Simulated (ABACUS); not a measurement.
# Energy of Se along an even scaling of the cell

System: Se (P3₁21, 3 atoms in the cell).
Method: Kohn-Sham DFT of a periodic cell, PBE, PseudoDojo NC SR 0.4.1 PBE standard, no spin polarisation (ABACUS 3.10.1).

The 7 runs differ only in the geometry, by an even scaling of the cell at fixed fractional positions. The structure derives from an entry of the Crystallography Open Database.

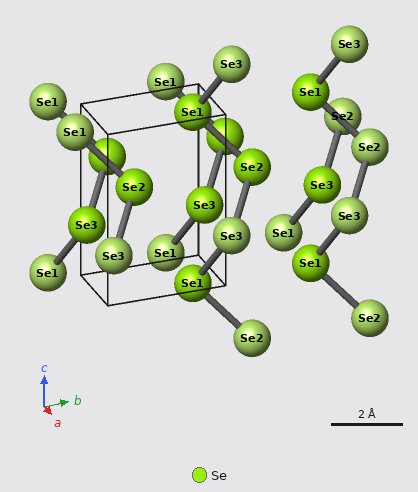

Figure 1. The structure of run 4 (ball-and-stick view of the cell of the calculation, repeated 1 × 2 × 1, seen slightly off an axis; neighbours outside the cell are drawn fainter; atoms are numbered from 1 in the order of the input).

### Input file of run 4
```
INPUT_PARAMETERS
suffix              Se
calculation         scf
basis_type          pw
pseudo_dir          ./
symmetry            1
dft_functional      pbe
ecutwfc             87
pseudo_rcut         10
nspin               1
nbands              29
ks_solver           dav
smearing_method     fd
smearing_sigma      0.00367493
scf_thr             1e-08
scf_nmax            100
mixing_type         broyden
mixing_beta         0.7
cal_force           1
cal_stress          1
kpar                4
```

### File STRU of run 4
```
ATOMIC_SPECIES
Se 78.9710 Se.upf

LATTICE_CONSTANT
1.8897261246

LATTICE_VECTORS
4.3662000000 0.0000000000 0.0000000000
-2.1831000000 3.7812401180 0.0000000000
0.0000000000 0.0000000000 4.9536000000

ATOMIC_POSITIONS
Direct

Se
0.0
3
0.7746000000 0.7746000000 0.0000000000 1 1 1
0.0000000000 0.2254000000 0.6666666667 1 1 1
0.2254000000 0.0000000000 0.3333333333 1 1 1
```

### File KPT of run 4
```
K_POINTS
0
Gamma
7 7 6 0 0 0
```

Command:
```bash
OMP_NUM_THREADS=1 mpirun -np 4 abacus > log
```

Lattice vectors (Å) and fractional positions of run 4:
```
   4.366200    0.000000    0.000000
  -2.183100    3.781240    0.000000
   0.000000    0.000000    4.953600
Se  0.774600  0.774600  0.000000
Se -0.000000  0.225400  0.666667
Se  0.225400  0.000000  0.333333
```

Run 5 differs from it as follows:
```diff
-4.3662000000 0.0000000000 0.0000000000
--2.1831000000 3.7812401180 0.0000000000
-0.0000000000 0.0000000000 4.9536000000
+4.3951160745 0.0000000000 0.0000000000
+-2.1975580372 3.8062821731 0.0000000000
+0.0000000000 0.0000000000 4.9864062541
```

### Results, with one run withheld

| run | volume per atom (Å³) | free energy per atom, from the lowest run given (meV) | pressure (GPa) | gap on the mesh (eV) |
| --- | --- | --- | --- | --- |
| 1 | 25.625 | 61.38 | 7.16 | 1.14 |
| 2 | 26.170 | 39.78 | 5.55 | 1.16 |
| 3 | 26.716 | 23.36 | 4.11 | 1.18 |
| 4 | 27.261 | 11.61 | 2.80 | 1.20 |
| 5 | 27.806 | ? | ? | ? |
| 6 | 28.351 | 0.33 | 0.57 | 1.17 |
| 7 | 28.896 | 0.00 | −0.38 | 1.15 |

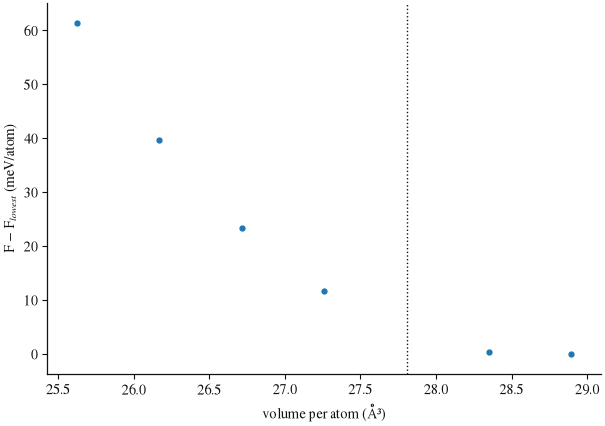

Figure 2. Free energy per atom of the runs given; the dotted line marks run 5.

Fit the runs given and predict run 5.

A cubic polynomial in V^(−2/3) (the Birch–Murnaghan form), fitted to the 6 runs given, misses them by at most 0.01 meV per atom. With x = V^(−2/3) − 0.11076 Å⁻², it reads F = 14.064 + 7144 x + 8.9761e+05 x² + 1.6487e+06 x³ (meV per atom). At run 5 it gives 4.08 meV per atom, and the run itself gives 4.07. The slope of the fit gives a pressure −dF/dV of 1.64 GPa there, and the run prints 1.63 GPa. The fit has its minimum at 28.677 Å³ per atom, where V d²F/dV² gives 49.7 GPa. Cell shape and fractional positions are held, so this is the stiffness under even scaling; the relaxed bulk modulus wasn't computed and can be far lower in a crystal of layers, chains or molecules like this one. The gap on the mesh lies between 1.14 eV (run 1) and 1.20 eV (run 4); run 5 has 1.19 eV. These are gaps of this functional on this mesh, which can miss the band edges; they aren't the measured gap.

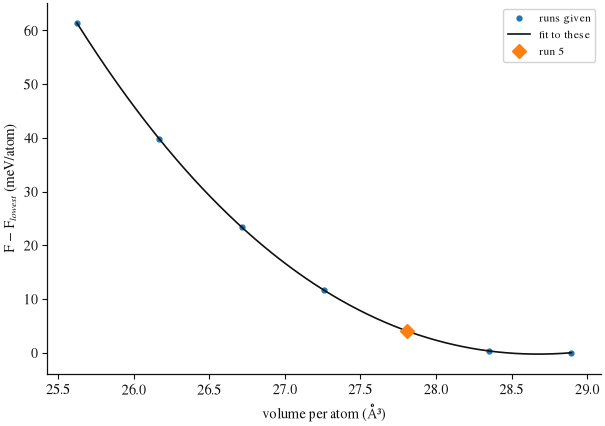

Figure 3. The fit and the withheld run.

### Some lines of the output (run 5)
```
[...]
                          Volume (Bohr^3) = 562.932
                             Volume (A^3) = 83.4177
 E_Fermi        0.5586802027         7.6012341163
 E_Fermi        0.5611952034         7.6354524564
 E_Fermi        0.5639019287         7.6722793431
 E_Fermi        0.5641218518         7.6752715511
 E_Fermi        0.5643301638         7.6781057813
 E_Fermi        0.5643456255         7.6783161488
 E_KS(sigma->0) -727.4140923277      -9896.9764611548
 E_Fermi        0.5643586226         7.6784929833
 final etot is -9896.9764614 eV
 EFERMI = 7.6784929833 eV
 TOTAL-PRESSURE: 16.313230 KBAR
 !FINAL_ETOT_IS -9896.9764613774113968 eV
```
